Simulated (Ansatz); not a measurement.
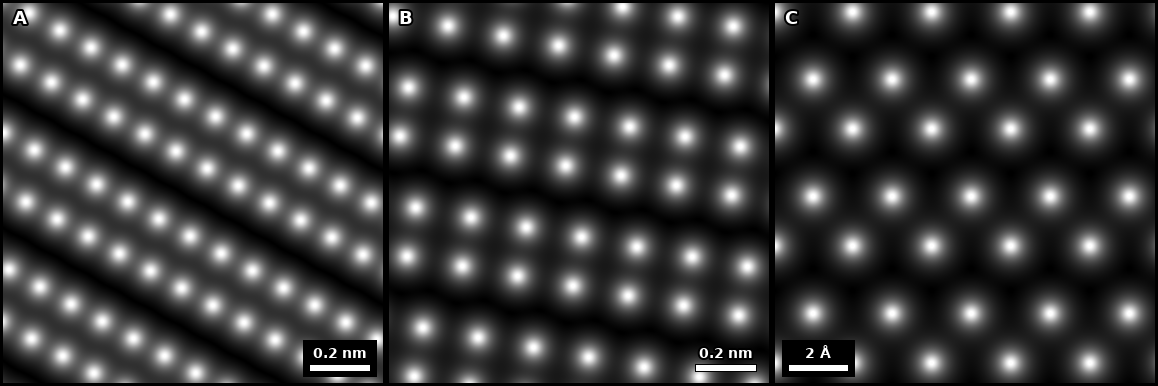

Three views of Ru (Cmcm, No. 63) along different zone axes. Computed as the sum of neutral-atom potentials (tabulated electron scattering factors, B = 0.5 Å²) projected along the beam and smoothed by 0.25 Å; brighter is more positive. The display is stretched by a gamma of 0.6; percentages refer to the linear signal. Atomic positions: the geometry relaxed with DFT, PBE, plane waves (420 eV) with PAW, scalar-relativistic (Ansatz); the starting structure was generated, so it need not be a known form of this composition.

Space group Cmcm (No. 63). a = 2.728 Å, b = 8.007 Å, c = 2.706 Å, α = 90.00°, β = 90.00°, γ = 90.00°
```tsv
atom	site	symmetry	x	y	z
Ru	4c	m2m	0.0000	0.3558	0.7500
```

Match the panels to the zone axes [100], [101] and [102].

A is [102]: projected cell 1.22 × 4.00 Å, 90°, plane group p2mg. B is [101]: projected cell 1.92 × 4.12 Å, 103°, plane group c2mm. C is [100]: projected cell 2.71 × 4.00 Å, 90°, plane group p2mg.
